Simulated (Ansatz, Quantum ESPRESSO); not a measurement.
# 2H-MoS2, 2 layers, AA' stacking: the gap along the path at a withheld member of a series

Method. Quantum ESPRESSO 7.5, PBE, GBRV ultrasoft. Cell and atoms are relaxed without a field with a D3(BJ) correction and then held. Sawtooth field with dipole correction, 17 Å of vacuum in the starting cell, Fermi-Dirac smearing of 0.002 Ry; bands along a path at each field. The series steps the field along the normal.

```
field along the normal  gap along the path (eV)
                 0 V/Å                   1.2569
              0.05 V/Å                   1.2552
               0.1 V/Å                   1.2500
               0.2 V/Å                   1.2108
               0.4 V/Å                   1.0941
```

One more run was made and is withheld. What is the gap along the path at 0.3 V/Å?

**Worked estimate.** The rows at 0.2 V/Å and 0.4 V/Å give a slope of (1.0941 − (1.2108))/(0.4 − (0.2)) = −0.5835, so a straight line gives 1.1525 eV. A parabola through these and the row at 0.1 V/Å gives 1.1588 eV.

What the calculation gave: 1.1546 eV. The line misses by −0.0021 and the parabola by +0.0042 eV. The line does better here.

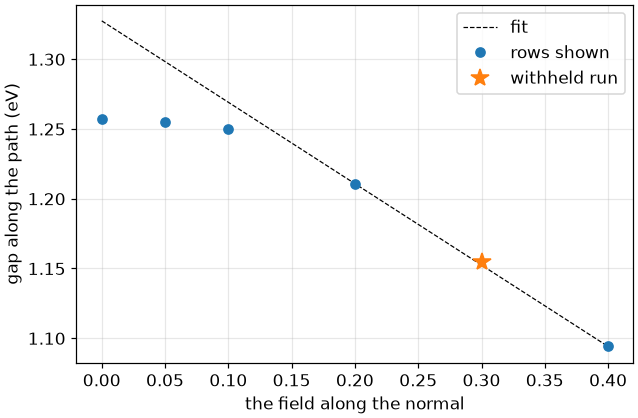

The rows shown, the fit and the withheld run.

Caveats: Ions are held; semilocal gaps are too small; in strong fields empty levels can belong to the vacuum; one stacking. Members without a usable value, or on the other side of zero field or charge, are not listed.

[Logs are printed without paths, hosts, clocks, repeated set-up lines and the standing remarks that a program may print on its own settings, such as how far it seeks lower states.]
